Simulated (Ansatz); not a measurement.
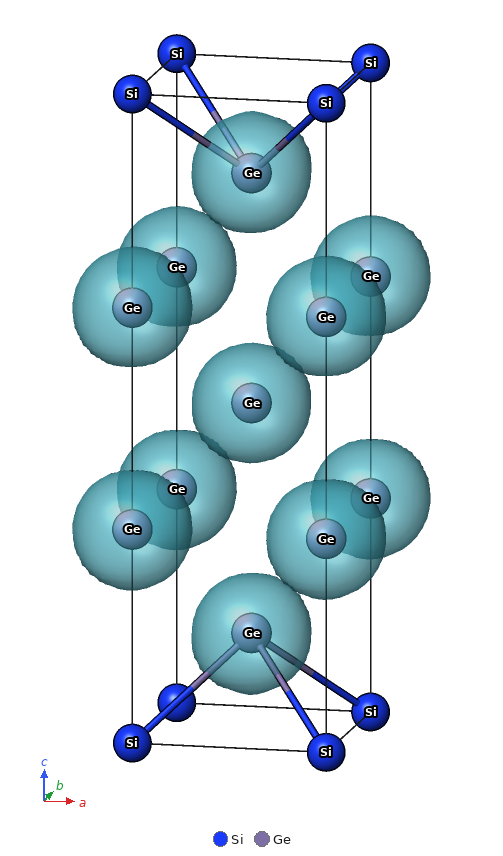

*SiGe5. Isosurface of the valence electron density at 0.4 e/Å³ (cyan), seen slightly off an axis. Sticks mark near contacts.*

Space group P4/mmm; a structure generated by program, which may or may not match a known phase.

Theory: DFT PBE, scalar-relativistic, plane waves, PAW (Ansatz).

Core electrons are frozen (PAW), and the valence fields are smoothed inside the atomic spheres.

### Which contacts does the surface bridge?

At this value the density breaks into separate islands; it holds about 75 % of the electrons treated as valence (semicore included). It bridges none of the near contacts. It is pinched off along the sampled Si–Ge (2.77 Å) contacts. On the grid the lowest density along these lines, outside the cores, is 0.27 e/Å³ (Si–Ge, 2.77 Å).

### Does the calculation give a band gap?

It is gapless in this calculation (a metal or semimetal).
